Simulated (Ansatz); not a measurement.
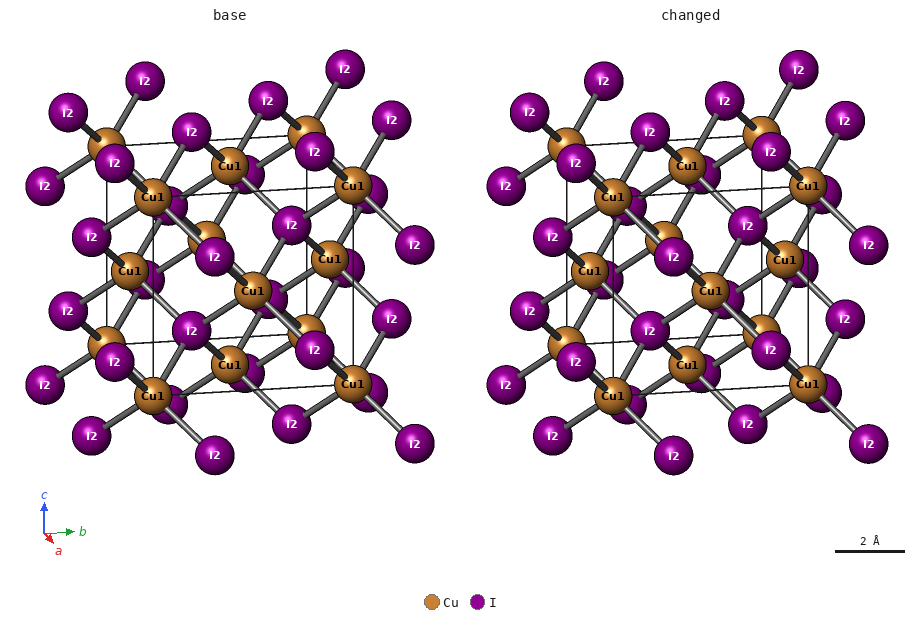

Left: solid CuI (built on the zincblende type) at its r2SCAN-relaxed geometry. Right: the same structure after one change, at the same scale. The picture is a ball-and-stick view of the conventional cell (4 times the calculation's cell), seen slightly off an axis. Lengths and directions refer to the drawn axes.

These are results of DFT, HSE06, plane waves, PAW (Ansatz), not measurements. (plane-wave cutoff 420 eV; k-point mesh 6 × 6 × 6; occupations fixed; no spin polarisation)

Q: Which change leads from the left to the right?

A: The cell is strained by −2.5 % along b and none across it (volume −2.5 %). The atoms were relaxed with r2SCAN under that strain, and this is a single point on that geometry.

Q: And its effect?

A: Some distances before and after: Cu–I 2.608 → 2.587 Å. The space group (tolerance 0.01 Å) goes from F-43m (No. 216) to I-4m2 (No. 119). Energy change: +9.0 meV per atom. The pressure goes from 1.4 to 2.6 GPa. The principal stresses (compression positive) are 2.8 GPa along b and 2.4 GPa across it. All forces vanish by symmetry. The band gap: 2.67 eV before, 2.69 eV after.
